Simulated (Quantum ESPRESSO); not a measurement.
# Thickness dependence of 1T-ZrSe2, part 2 of 7

Wanted: polarisability and band edges of 1T-ZrSe2, layer by layer.

Quantum ESPRESSO 7.5; plane-wave DFT, PBE, GBRV ultrasoft pseudopotentials.

So far. Step 2 (Relaxing cell and ions, 1 layer):  The last row is no step: it is a fresh SCF in the final cell with a new plane-wave basis, +0 meV from the row before.

## (3) Self-consistent run, 1 layer: no field

The zero-field run is the reference. tefield and dipfield are on already, so that all runs share k-points and boundary.

Level of this step: plane-wave DFT, PBE, GBRV ultrasoft pseudopotentials (Quantum ESPRESSO 7.5).

File n1.f0.in:

```
&control
  prefix = 'n1.f0'
  outdir = './out'
  pseudo_dir = './pseudo'
  calculation = 'scf'
  tprnfor = .true.
  tefield = .true.
  dipfield = .true.
/
&system
  ibrav = 0
  nat = 3
  ntyp = 2
  ecutwfc = 40
  ecutrho = 200
  occupations = 'smearing'
  smearing = 'fd'
  degauss = 0.004
  edir = 3
  emaxpos = 0.97
  eopreg = 0.04
  eamp = 0.0
  nbnd = 16
/
&electrons
  conv_thr = 1e-09
  mixing_beta = 0.4
  electron_maxstep = 120
  mixing_mode = 'plain'
/
ATOMIC_SPECIES
  Se  78.9710  se_pbe_v1.uspp.F.UPF
  Zr  91.2240  zr_pbe_v1.uspp.F.UPF
CELL_PARAMETERS angstrom
  3.76280452900000 0.00000000000000 0.00000000000000
  -1.88140226400000 3.25868431100000 0.00000000000000
  0.00000000000000 0.00000000000000 20.46334616600000
ATOMIC_POSITIONS crystal
  Se  0.666666666700 0.333333333300 0.422367502000
  Zr  0.000000000000 0.000000000000 0.500000000000
  Se  0.333333333300 0.666666666700 0.577632498000
K_POINTS automatic
  6 6 1 0 0 0
```

Run with:

```console
$ OMP_NUM_THREADS=1 mpirun -n 4 pw.x -nk 2 -in n1.f0.in > n1.f0.out
```

The log of the run:

```text
[banner, memory and clock lines left out]
Program PWSCF v.7.5 starts
[citation notice left out]

[...]
bravais-lattice index     =            0
     lattice parameter (alat)  =       7.1107  a.u.
     unit-cell volume          =    1693.2738 (a.u.)^3
     number of atoms/cell      =            3
     number of atomic types    =            2
     number of electrons       =        24.00
     number of Kohn-Sham states=           16
     kinetic-energy cutoff     =      40.0000  Ry
     charge density cutoff     =     200.0000  Ry
     scf convergence threshold =      1.0E-09
     mixing beta               =       0.4000
     number of iterations used =            8  plain     mixing
     Exchange-correlation= SLA  PW   PBE  PBE
                           (   1   4   3   4   0   0   0)

[...]
PseudoPot. # 1 for Se read from file:
     ./pseudo/se_pbe_v1.uspp.F.UPF
     Pseudo is Ultrasoft + core correction, Zval =  6.0
     Generated by new atomic code, or converted to UPF format
     Using radial grid of  877 points,  6 beta functions with:
                l(1) =   0
                l(2) =   0
                l(3) =   1
                l(4) =   1
                l(5) =   2
                l(6) =   2
     Q(r) pseudized with  8 coefficients,  rinner =    1.300   1.300   1.300
                                                       1.300   1.300

     PseudoPot. # 2 for Zr read from file:
     ./pseudo/zr_pbe_v1.uspp.F.UPF
     Pseudo is Ultrasoft + core correction, Zval = 12.0
     Generated by new atomic code, or converted to UPF format
     Using radial grid of  887 points,  6 beta functions with:
                l(1) =   0
                l(2) =   0
                l(3) =   1
                l(4) =   1
                l(5) =   2
                l(6) =   2
     Q(r) pseudized with  6 coefficients,  rinner =    1.200   1.200   1.200
                                                       1.200   1.200

     atomic species   valence    mass     pseudopotential
     Se                6.00    78.97100     Se( 1.00)
     Zr               12.00    91.22400     Zr( 1.00)

     No symmetry found

[...]
number of k points=    20  Fermi-Dirac smearing, width (Ry)=  0.0040
[...]
Dense  grid:    80737 G-vectors     FFT dimensions: (  36,  36, 180)

     Smooth grid:    57977 G-vectors     FFT dimensions: (  30,  30, 160)

     Initial potential from superposition of free atoms

     starting charge      23.9977, renormalised to      24.0000

     negative rho (up, down):  5.989E-02 0.000E+00

     Adding external electric field

     Computed dipole along edir(3) :
        Dipole                0.0000 Ry au,          0.0000 Debye
        Dipole field          0.0000 Ry au,

        Potential amp.       -0.0000 Ry
        Total length         37.1233 bohr

     Starting wfcs are   21 randomized atomic wfcs

     per-process dynamical memory:    39.9 Mb

     Self-consistent Calculation

     iteration #  1     ecut=    40.00 Ry     beta= 0.40
     Davidson diagonalization with overlap
     ethr =  1.00E-02,  avg # of iterations =  2.0

     Threshold (ethr) on eigenvalues was too large:
     Diagonalizing with lowered threshold

     Davidson diagonalization with overlap
     ethr =  5.04E-04,  avg # of iterations =  1.6

     negative rho (up, down):  6.096E-02 0.000E+00

     Adding external electric field

     Computed dipole along edir(3) :
        Dipole               -0.0000 Ry au,         -0.0001 Debye
        Dipole field         -0.0000 Ry au,

        Potential amp.        0.0000 Ry
        Total length         37.1233 bohr

     total energy              =    -186.63497819 Ry
     estimated scf accuracy    <       0.12507494 Ry

     iteration #  2     ecut=    40.00 Ry     beta= 0.40
[...]
negative rho (up, down):  6.157E-02 0.000E+00

[...]
Dipole               -0.0000 Ry au,         -0.0000 Debye
[...]
total energy              =    -186.64809616 Ry
     estimated scf accuracy    <       0.02606840 Ry

     iteration #  3     ecut=    40.00 Ry     beta= 0.40
[...]
negative rho (up, down):  6.208E-02 0.000E+00

[...]
Dipole                0.0000 Ry au,          0.0000 Debye
[...]
total energy              =    -186.65335147 Ry
     estimated scf accuracy    <       0.01092755 Ry

     iteration #  4     ecut=    40.00 Ry     beta= 0.40
[...]
negative rho (up, down):  6.267E-02 0.000E+00

[...]
Dipole               -0.0001 Ry au,         -0.0003 Debye
[...]
total energy              =    -186.65453921 Ry
     estimated scf accuracy    <       0.00114170 Ry

     iteration #  5     ecut=    40.00 Ry     beta= 0.40
[...]
negative rho (up, down):  6.266E-02 0.000E+00

[...]
Dipole                0.0004 Ry au,          0.0009 Debye
[...]
total energy              =    -186.65461927 Ry
     estimated scf accuracy    <       0.00008570 Ry

     iteration #  6     ecut=    40.00 Ry     beta= 0.40
[...]
negative rho (up, down):  6.265E-02 0.000E+00

[...]
Dipole               -0.0014 Ry au,         -0.0036 Debye
[...]
total energy              =    -186.65465689 Ry
     estimated scf accuracy    <       0.00000380 Ry

     iteration #  7     ecut=    40.00 Ry     beta= 0.40
[...]
negative rho (up, down):  6.265E-02 0.000E+00

[...]
Dipole                0.0002 Ry au,          0.0004 Debye
[...]
total energy              =    -186.65465912 Ry
     estimated scf accuracy    <       0.00000745 Ry

     iteration #  8     ecut=    40.00 Ry     beta= 0.40
[...]
negative rho (up, down):  6.264E-02 0.000E+00

[...]
Dipole                0.0001 Ry au,          0.0002 Debye
[...]
total energy              =    -186.65465886 Ry
     estimated scf accuracy    <       0.00000258 Ry

     iteration #  9     ecut=    40.00 Ry     beta= 0.40
[...]
negative rho (up, down):  6.264E-02 0.000E+00

[...]
Dipole               -0.0000 Ry au,         -0.0001 Debye
[...]
total energy              =    -186.65465939 Ry
     estimated scf accuracy    <       0.00000010 Ry

     iteration # 10     ecut=    40.00 Ry     beta= 0.40
[...]
negative rho (up, down):  6.264E-02 0.000E+00

[...]
Dipole               -0.0000 Ry au,         -0.0000 Debye
[...]
total energy              =    -186.65465944 Ry
     estimated scf accuracy    <          3.3E-09 Ry

     iteration # 11     ecut=    40.00 Ry     beta= 0.40
[...]
negative rho (up, down):  6.264E-02 0.000E+00

[...]
Dipole                0.0000 Ry au,          0.0001 Debye
[...]
End of self-consistent calculation

          k = 0.0000 0.0000 0.0000 (  7235 PWs)   bands (ev):

   -51.0681 -29.1161 -28.9985 -28.9985 -14.6124 -13.7232  -5.7327  -4.1127
    -4.1127  -2.8126  -1.5933  -1.5933  -0.5022  -0.5022   0.0417   2.8960

          k = 0.0000 0.1925 0.0000 (  7201 PWs)   bands (ev):

   -51.0647 -29.1046 -29.0479 -29.0092 -14.3745 -13.7097  -5.3977  -4.6977
    -4.0000  -3.2301  -2.3740  -2.2741  -0.5587   0.2571   0.5414   1.9963

[...]
the Fermi energy is    -1.4076 ev

!    total energy              =    -186.65465944 Ry
     estimated scf accuracy    <          1.7E-10 Ry
     smearing contrib. (-TS)   =      -0.00013560 Ry
     internal energy E=F+TS    =    -186.65452384 Ry

     The total energy is F=E-TS. E is the sum of the following terms:
     one-electron contribution =    -685.10162230 Ry
     hartree contribution      =     342.98657952 Ry
     xc contribution           =     -77.20796262 Ry
     ewald contribution        =     232.66848155 Ry
     electric field correction =       0.00000000 Ry

     convergence has been achieved in  11 iterations

     negative rho (up, down):  6.264E-02 0.000E+00

     Forces acting on atoms (cartesian axes, Ry/au):

     atom    1 type  1   force =     0.00000007    0.00000021   -0.00345305
     atom    2 type  2   force =    -0.00000023    0.00000005   -0.00000154
     atom    3 type  1   force =     0.00000016   -0.00000026    0.00345459

     Total force =     0.004884     Total SCF correction =     0.000037

[...]
```

The job ended after 35 s (4 MPI ranks of Arm Neoverse N1, shared host; peak memory 0.39 GiB).

Numbers from this step:

* free energy: -2539.5660 eV
* energy at zero smearing: -2539.5651 eV
* dipole along the normal: 2.08e-5 e·Å
* valence top, on the run's zero: -1.593 eV
* conduction bottom, on the run's zero: -1.196 eV
* gap by band count: 0.3976 eV

The run needed 11 iterations to bring the estimated error under 1e-09 Ry; the largest force on any atom, held or free, is 0.09 eV/Å.

## (4) Electrostatic potential, 1 layer

plot_num = 11 writes the bare and Hartree potential. It leaves out exchange and correlation, which fade slowly, so it flattens close to the surface.

File n1.f0.pot.in:

```
&inputpp
  prefix = 'n1.f0'
  outdir = './out'
  filplot = 'n1.f0.pot.dat'
  plot_num = 11
/
```

Run with:

```console
$ OMP_NUM_THREADS=1 mpirun -n 4 pp.x -in n1.f0.pot.in > n1.f0.pot.out
```

The log of the run:

```text
[banner, memory and clock lines left out]
Program POST-PROC v.7.5 starts

          URL

     ./out/n1.f0.save/

     IMPORTANT: XC functional enforced from input :
     Exchange-correlation= PBE
                           (   1   4   3   4   0   0   0)
     Any further DFT definition will be discarded
     Please, verify this is what you really want

     negative rho (up, down):  6.264E-02 0.000E+00

     Adding external electric field

     Computed dipole along edir(3) :
        Dipole                0.0000 Ry au,          0.0001 Debye
        Dipole field          0.0000 Ry au,

        Potential amp.       -0.0000 Ry
        Total length         37.1233 bohr

     Calling punch_plot, plot_num =  11

     Adding external electric field

     Computed dipole along edir(3) :
        Dipole                0.0000 Ry au,          0.0001 Debye
        Dipole field          0.0000 Ry au,

        Potential amp.       -0.0000 Ry
        Total length         37.1233 bohr

     Writing data to file  n1.f0.pot.dat
     Message from routine chdens:
     namelist plot not found or invalid, exiting
```

Elapsed: 1.4 s, on 4 MPI ranks; peak memory 0.1 GiB; 5.2 s of CPU time.

Read from the output:

| Quantity | Value |
| --- | --- |
| slope of the potential above | 1.97e-5 eV/Å |
| upper vacuum line continued to the top atoms, over the valence top | 5.534 eV |
| slope of the potential below | -1.57e-5 eV/Å |
| lower vacuum line continued to the bottom atoms, over the valence top | 5.534 eV |
| vacuum level at the upper face over the valence top of the mesh | 5.534 eV |
| vacuum level at the lower face over the valence top of the mesh | 5.535 eV |

Electrostatic potential energy of an electron, with the sawtooth; zero at the highest filled level of the SCF mesh. The potential energy, planar mean by z:

| z (Å) | potential energy, planar mean (eV) |
| --- | --- |
| 0 | 5.53 |
| 2 | 5.53 |
| 4 | 5.53 |
| 6 | 5.52 |
| 8 | -0.615 |
| 10 | -16.8 |
| 12 | -9.80 |
| 14 | 5.48 |
| 16 | 5.53 |
| 18 | 5.53 |
| 20 | 5.53 |

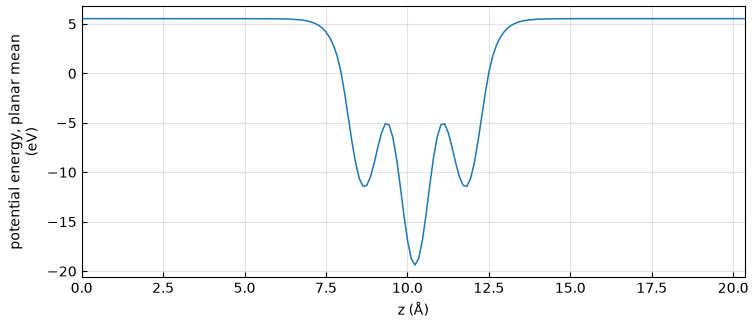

Potential energy, planar mean against z.

## (5) SCF with pw.x, 1 layer: field 0.1 V/Å

eamp is the field in Hartree atomic units (1 a.u. = 51.42 V/Å). With dipfield on, it is the field in the vacuum beside an isolated sheet. The run starts from the density of the one before.

n1.f1.in, as its differences from the input of step 3:

```diff
@@ -1,3 +1,3 @@
 &control
-  prefix = 'n1.f0'
+  prefix = 'n1.f1'
   outdir = './out'
@@ -21,3 +21,3 @@
   eopreg = 0.04
-  eamp = 0.0
+  eamp = 0.00194469
   nbnd = 16
@@ -29,2 +29,3 @@
   mixing_mode = 'plain'
+  startingpot = 'file'
 /
```

Run with:

```console
$ cp -r out/n1.f0.save out/n1.f1.save
$ OMP_NUM_THREADS=1 mpirun -n 4 pw.x -nk 2 -in n1.f1.in > n1.f1.out
```

The log of the run:

```text
[banner, memory and clock lines left out]
Program PWSCF v.7.5 starts
[...]
number of electrons       =        24.00
     number of Kohn-Sham states=           16
     kinetic-energy cutoff     =      40.0000  Ry
     charge density cutoff     =     200.0000  Ry
[...]
number of k points=    20  Fermi-Dirac smearing, width (Ry)=  0.0040
[...]
Dense  grid:    80737 G-vectors     FFT dimensions: (  36,  36, 180)
[...]
The initial density is read from file :
[...]
negative rho (up, down):  6.264E-02 0.000E+00
[...]
Starting wfcs are   21 randomized atomic wfcs
[...]
negative rho (up, down):  6.265E-02 0.000E+00
[...]
estimated scf accuracy    <       0.00970182 Ry
[...]
negative rho (up, down):  6.265E-02 0.000E+00
[...]
estimated scf accuracy    <       0.08037908 Ry
[...]
negative rho (up, down):  6.265E-02 0.000E+00
[...]
estimated scf accuracy    <       0.00011709 Ry
[...]
negative rho (up, down):  6.265E-02 0.000E+00
[...]
estimated scf accuracy    <       0.00000785 Ry
[...]
negative rho (up, down):  6.264E-02 0.000E+00
[...]
estimated scf accuracy    <       0.00000033 Ry
[...]
negative rho (up, down):  6.264E-02 0.000E+00
[...]
estimated scf accuracy    <       0.00000020 Ry
[...]
negative rho (up, down):  6.264E-02 0.000E+00
[...]
estimated scf accuracy    <       0.00000008 Ry
[...]
negative rho (up, down):  6.264E-02 0.000E+00
[...]
estimated scf accuracy    <          6.9E-09 Ry
[...]
negative rho (up, down):  6.264E-02 0.000E+00
[...]
estimated scf accuracy    <          1.5E-09 Ry
[...]
negative rho (up, down):  6.264E-02 0.000E+00
[...]
Computed dipole along edir(3) :
        Dipole                0.0672 Ry au,          0.1708 Debye
        Dipole field          0.0005 Ry au,
        E field amplitude [Ha a.u.]:  1.9447E-03
        Potential amp.        0.1074 Ry
        Total length         37.1233 bohr
[...]
the Fermi energy is    -1.3929 ev
!    total energy              =    -186.65479034 Ry
     estimated scf accuracy    <          9.1E-10 Ry
     smearing contrib. (-TS)   =      -0.00013557 Ry
     internal energy E=F+TS    =    -186.65465478 Ry
[...]
one-electron contribution =    -685.10105068 Ry
     hartree contribution      =     342.98607730 Ry
     xc contribution           =     -77.20793514 Ry
     ewald contribution        =     232.66848155 Ry
     electric field correction =      -0.00022780 Ry
     convergence has been achieved in  10 iterations
     negative rho (up, down):  6.264E-02 0.000E+00
[...]
Total force =     0.005149     Total SCF correction =     0.000140
[...]
```

Run time: 32 s. Hardware: 4 MPI ranks; peak memory 0.51 GiB.

This step gave:

* free energy: -2539.5678 eV
* energy at zero smearing: -2539.5669 eV
* Fermi energy: -1.393 eV
* dipole along the normal: 0.03556 e·Å
* valence top, on the run's zero: -1.579 eV
* conduction bottom, on the run's zero: -1.181 eV
* gap by band count: 0.3977 eV

(Continued in part 3 of 7.)

[Logs are printed without paths, hosts, clocks, repeated set-up lines and the standing remarks that a program may print on its own settings, such as how far it seeks lower states.]

[Hosts, paths, dates, database ids (printed as entryN), source tags and the programs' standing remarks are cut or masked in the printed files.]

[Maps of the electrostatic potential energy from Ansatz leave out the sawtooth potential of an applied field or a dipole correction, so their vacuum need not be flat; planar profiles and work functions include it.]
